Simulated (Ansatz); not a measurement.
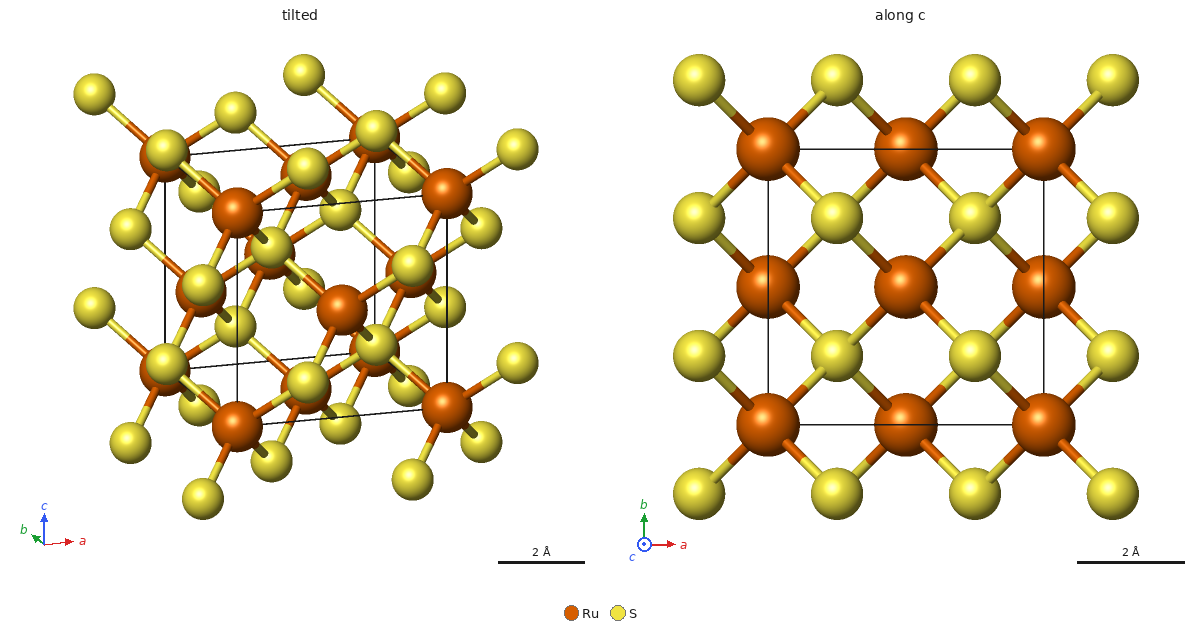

The image is a ball-and-stick drawing of a crystal, viewed slightly off an axis and along the c axis. The conventional unit cell is drawn as a box. A few atoms beyond the faces are included. Cell: a = 5.20 Å, b = 5.20 Å, c = 5.20 Å, α = 90.00°, β = 90.00°, γ = 90.00°.

Starting structure: a structure type filled with these elements by a generator (whether the compound takes this form wasn't checked). Earlier steps of the study, as a rule a relaxation of our own, may have changed the cell and positions, so they can lie some per cent off the listed ones. A calculation with Ansatz used it as input.

Q: Notes on the structure:

A: The structure is one of RuS. The symmetry is that of F-43m (No. 216), on a face-centred cubic lattice. The prototype is zinc blende (sphalerite type). Atoms per cell: 8 (4 Ru, 4 S). The neighbours of Ru are four S in a tetrahedral arrangement at about 2.3 Å. S is coordinated by four Ru in a tetrahedral arrangement at about 2.3 Å. The bonds build a three-dimensional framework.

Method used: Ansatz 0.2.0, DFT PBE, scalar-relativistic, plane waves, PAW. It ran with plane-wave cutoff 420 eV, k-points about 0.21 Å⁻¹ apart, Gaussian smearing of 0.05 eV, no spin polarisation.

Q: Metal or not?

A: A metal: bands cross the Fermi level.

Q: What does a Bader analysis give?

A: Ru +0.49 e; S -0.49 e.

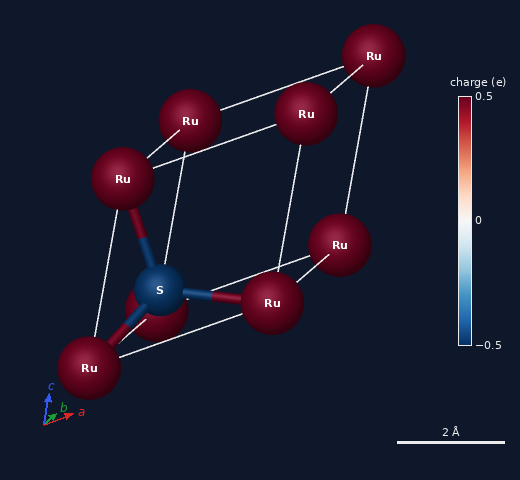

The atoms coloured by those charges. The run's cell of 2 atoms is drawn, so axes and origin can differ from the first picture.

Q: Is this the optimised geometry for these settings?

A: Yes. All forces vanish to within 0.01 eV/Å. The pressure is 0.0 GPa, close to zero.
